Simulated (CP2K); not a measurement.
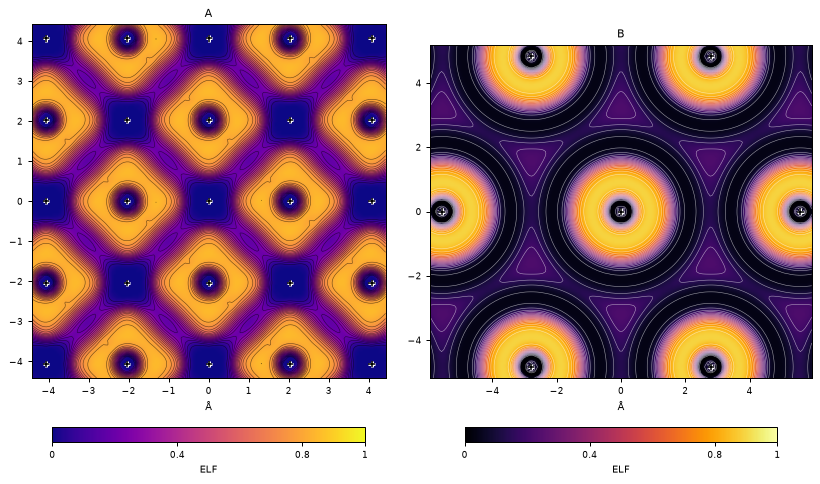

The ELF of 2 systems, each on a plane through atoms (crosses mark nuclei in the plane).

The calculation used Kohn-Sham DFT of a periodic cell, RPBE, GTH-PBE with UZH-TZVP basis in CP2K.

System 1: Cs, the (111) plane of the conventional cell. Space group Fm-3m; a structure from a database of computed crystals, not necessarily the ambient phase.

```
Cs
1.0
     5.58379    3.22380   -4.55915
     0.00000    6.44761    4.55915
     5.58379   -3.22380    4.55915
Cs
4
Cartesian
  0.0000 0.0000 0.0000
  2.7919 1.6119 4.5591
  2.7919 4.8357 0.0000
  5.5838 0.0000 0.0000
```

System 2: AlN, the (100) plane of the conventional cell. Space group Fm-3m; a structure from a database of computed crystals, not necessarily the ambient phase.

Q: Match each panel to its system.

A: Panel A is system 2, AlN: the plane holds Al and N. Al–N (2.03 Å): the ELF peaks at about 0.85 in the valence shell of N, 0.7 Å from its nucleus, and is about 0.80 at the midpoint. Panel B is system 1, Cs: the plane holds Cs. Cs–Cs (5.58 Å): the ELF is about 0.15 at the midpoint; no shared electron pair shows on this line.
